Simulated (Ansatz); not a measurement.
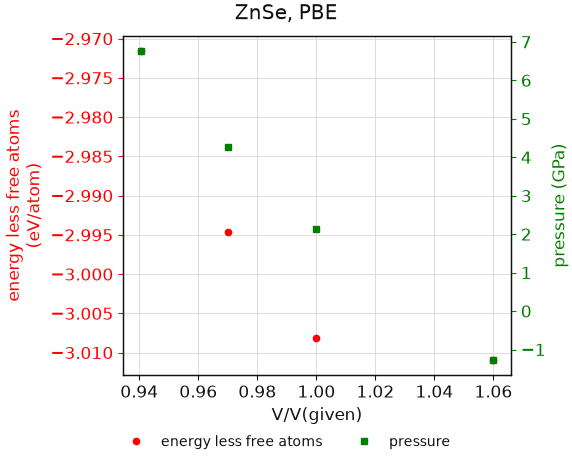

The plot gives the computed energy less free atoms and pressure against V/V(given) for ZnSe, space group F-43m (No. 216).

Starting cell:
```xyz
2
Lattice="0.0000 2.8338 2.8338 2.8338 0.0000 2.8338 2.8338 2.8338 0.0000" Properties=species:S:1:pos:R:3 pbc="T T T"
Zn    0.0000    0.0000    0.0000
Se    4.2507    4.2507    4.2507
```

Computed with Ansatz 0.2.0: periodic Kohn-Sham DFT of a crystal at fixed atoms, scaled to the stated factor times the given cell; pressure positive in compression, energy less spherical unpolarised free atoms. Level: PBE.

```json
{"setting": "method", "value": "all-electron LAPW"}
{"setting": "relativity", "value": "scalar"}
{"setting": "k mesh", "value": "8×8×8"}
{"setting": "occupations", "value": "Fermi–Dirac"}
{"setting": "smearing width", "value": "0.03 eV"}
{"setting": "basis error target", "value": "1 (meV/atom)"}
{"setting": "nucleus", "value": "Gaussian"}
```

V(given) is 22.76 Å³/atom.

The point at V/V(given) 1.030 is left out of the plot. What does the calculation give there?

| V/V(given) | energy less free atoms (eV/atom) | pressure (GPa) |
| --- | --- | --- |
| 1.030 | −3.0131 | 0.294 |
